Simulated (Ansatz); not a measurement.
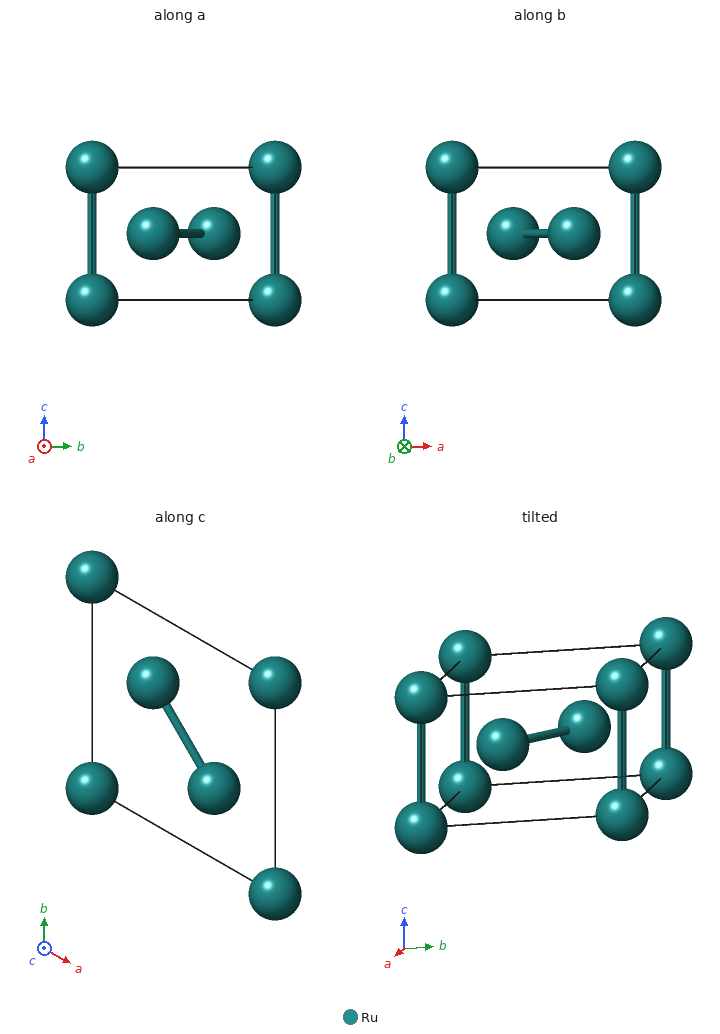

Crystal structure, ball-and-stick style, seen along the a axis, along the b axis, along the c axis and slightly off an axis. One conventional unit cell is framed, with atoms on its boundary repeated.

Lattice parameters: a = 4.0629 Å, b = 4.0629 Å, c = 2.5540 Å, α = 90.000°, β = 90.000°, γ = 120.000°.

### Convert the drawing into a CIF with its space group and independent sites.

```cif
data_structure
_symmetry_space_group_name_H-M 'P 6/m m m'
_symmetry_Int_Tables_number 191
_cell_length_a 4.0629
_cell_length_b 4.0629
_cell_length_c 2.5540
_cell_angle_alpha 90.000
_cell_angle_beta 90.000
_cell_angle_gamma 120.000
_cell_volume 36.51
loop_
_atom_site_label
_atom_site_type_symbol
_atom_site_symmetry_multiplicity
_atom_site_Wyckoff_symbol
_atom_site_fract_x
_atom_site_fract_y
_atom_site_fract_z
_atom_site_occupancy
Ru1 Ru 1 a 0.0000 0.0000 0.0000 1
Ru2 Ru 2 d 0.3333 0.6667 0.5000 1
```

It derives from a structure type filled with this element by a generator (whether the element takes this form wasn't checked). Earlier steps of the study may have refined or changed the cell and positions. Ansatz was used for an electronic-structure calculation on it.

At this level of theory the cell isn't at rest (compressed, at 55 GPa), so its distances can differ from those at equilibrium, the more so the softer the solid.
